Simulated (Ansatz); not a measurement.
System: SnS (slab).

The calculation's input:

```
crystal:
  lattice:
    - [3.9546071343, 0.0, 0.0]
    - [0.0, 4.5543274983, 0.0]
    - [0.0, 0.0, 29.2661386251]
  atoms:
    - { symbol: Sn, position: [0.75, 0.8639650987, 0.2562688606] }
    - { symbol: S, position: [0.25, 0.4873412177, 0.2683289616] }
    - { symbol: S, position: [0.75, 0.9873412177, 0.3443352363] }
    - { symbol: Sn, position: [0.25, 0.3639650987, 0.3563953373] }
    - { symbol: Sn, position: [0.75, 0.6360349013, 0.4499367617] }
    - { symbol: S, position: [0.25, 0.0126587823, 0.4619968627] }
    - { symbol: S, position: [0.75, 0.5126587823, 0.5380031373] }
    - { symbol: Sn, position: [0.25, 0.1360349013, 0.5500632383] }
    - { symbol: Sn, position: [0.75, 0.8639650987, 0.6436046627] }
    - { symbol: S, position: [0.25, 0.4873412177, 0.6556647637] }
    - { symbol: S, position: [0.75, 0.9873412177, 0.7316710384] }
    - { symbol: Sn, position: [0.25, 0.3639650987, 0.7437311394] }
basis:
  ecutwfc: 500
kpoints:
  mp_grid: { grid: [7, 6, 1] }
hamiltonian:
  xc: r2scan
scf:
  occupations: { method: gaussian, width: 0.05 }
output:
  forces: true
  eigenvalues: true
  write_density: true
  write_potential: true
  elf: true
  volumetric_format: npy
relax:
  adjacent_minimum: "off"
  f_tol: 0.02
  max_steps: 60
efield:
  axis: 3
  dipole_correction: true
```

Run with:

```sh
ansatz run input.yaml --threads 2 --pin off --max-ram 5120MiB --backend cpu --events-out ev --progress --plain --runs-dir out
```

The fields are those of the run's last geometry, not of the input's.

Level of theory: DFT r2SCAN, scalar-relativistic, plane waves, PAW in Ansatz 0.2.0.

### Predict the valence pseudo-density and electron localisation function between the atoms.

Sn–S (2.61 Å): ρ at the midpoint is about 0.41 e/Å³; the ELF peaks at about 0.85 in the valence shell of S, 0.8 Å from its nucleus, and is about 0.55 at the midpoint.
Sn–S (2.63 Å): ρ at the midpoint is about 0.39 e/Å³; the ELF peaks at about 0.90 in the valence shell of S, 0.9 Å from its nucleus, and is about 0.50 at the midpoint.

### Metal or insulator at this level of theory?

It is gapped, with a Kohn–Sham gap of 1.5 eV on the k-point mesh (the band edges may lie off the mesh, which would make the gap smaller).

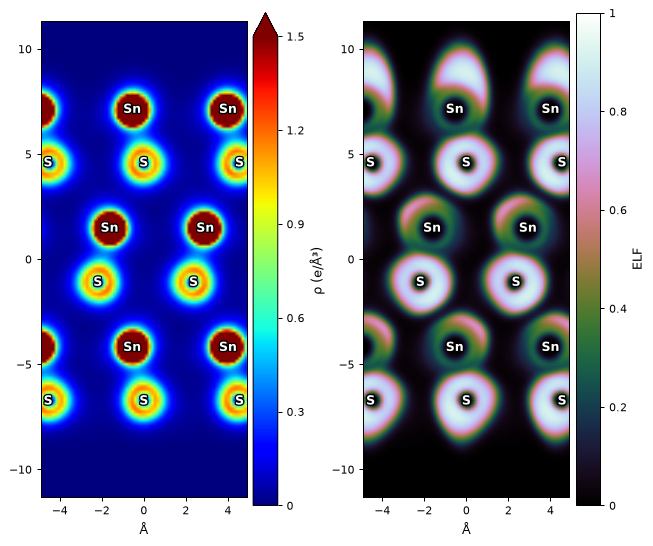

Computed valence pseudo-density and electron localisation function on the (100) plane of the calculation cell, a cut from vacuum to vacuum, in this order. 

The density is the valence pseudo-density of a PAW calculation; it isn't the true density close to the nuclei.
